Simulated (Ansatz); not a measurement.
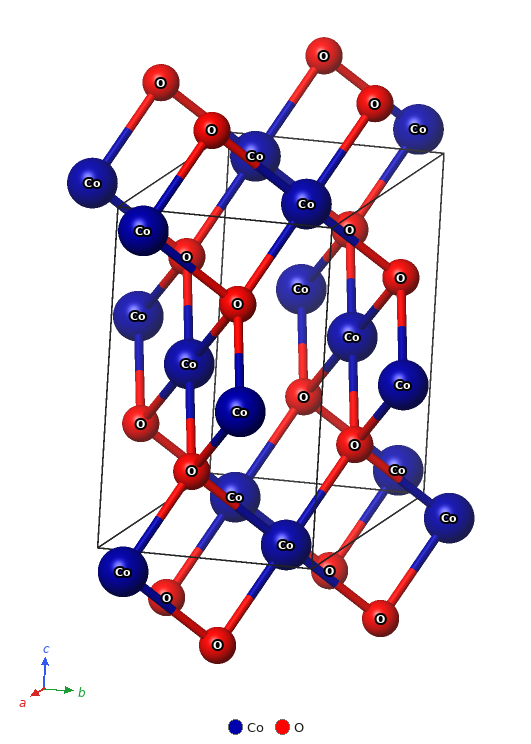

We look at a ball-and-stick model of the crystal slightly off an axis. The outline marks the conventional unit cell. The bonded neighbours beyond the faces are included. Cell: a = 4.46 Å, b = 3.27 Å, c = 4.90 Å, α = 90.00°, β = 99.48°, γ = 90.00°.

This is a generated cell, made by putting these elements into a known structure type (the compound may or may not exist in this form), not relaxed. A calculation with Ansatz used it as input.

Q: In words:

A: It has the composition CoO. It is base-centred monoclinic, space group C2/c (No. 15). With Z = 4, the cell contains 4 Co, 4 O. Co is coordinated by four O in a distorted square planar arrangement at about 1.9 Å. Each O has four Co at about 1.9 Å. Not all metal-metal contacts are counted. The bonds build a three-dimensional framework.

Calculation details: DFT, PAW plane waves, PBE (Ansatz); wavefunction cutoff 420 eV, k-points about 0.34 Å⁻¹ apart, Fermi-Dirac smearing of 0.1 eV, spinor wavefunctions.

Q: Which atoms carry magnetic moments in this run, and how do they order?

A: The state reached is ferromagnetic. Sizes: Co 0.9 μB; net moment 1.9 μB in the run's cell of 4 atoms.

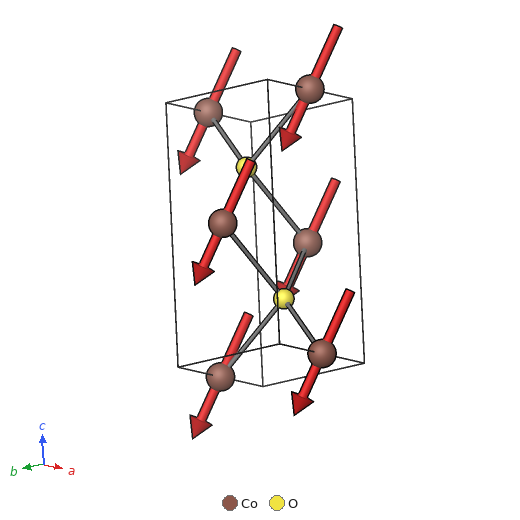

Site moments above 0.25 μB as arrows, small induced ones on non-metal atoms left out (red along the largest or up, blue against, purple across). The run's cell of 4 atoms is drawn, so axes and origin can differ from the first picture.

Q: How large a gap does the method give, if there is one?

A: A metal: bands cross the Fermi level.

Q: What Bader charges do the atoms carry?

A: Co +1.05 e; O -1.05 e.

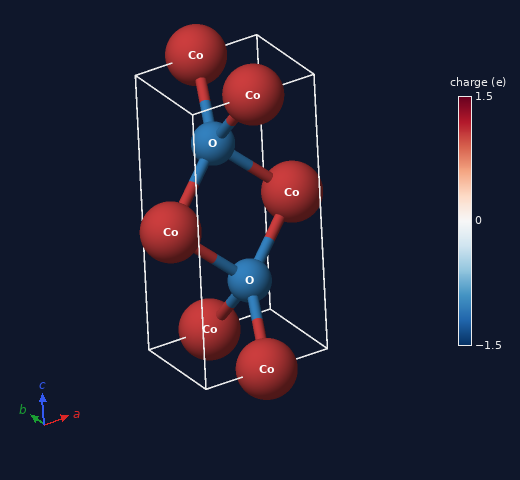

The atoms coloured by those charges. The run's cell of 4 atoms is drawn, so axes and origin can differ from the first picture.

Q: Is the structure in equilibrium?

A: No. The largest force is 0.61 eV/Å, on O. The pressure is 18.2 GPa, so the cell would expand. The stress isn't hydrostatic: its largest component is 26.3 GPa.

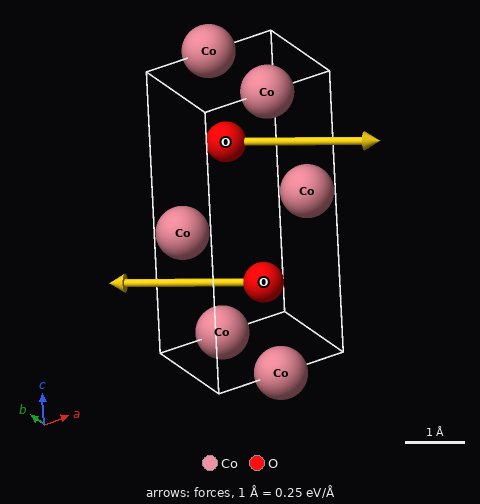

The forces as arrows. The run's cell of 4 atoms is drawn, so axes and origin can differ from the first picture.
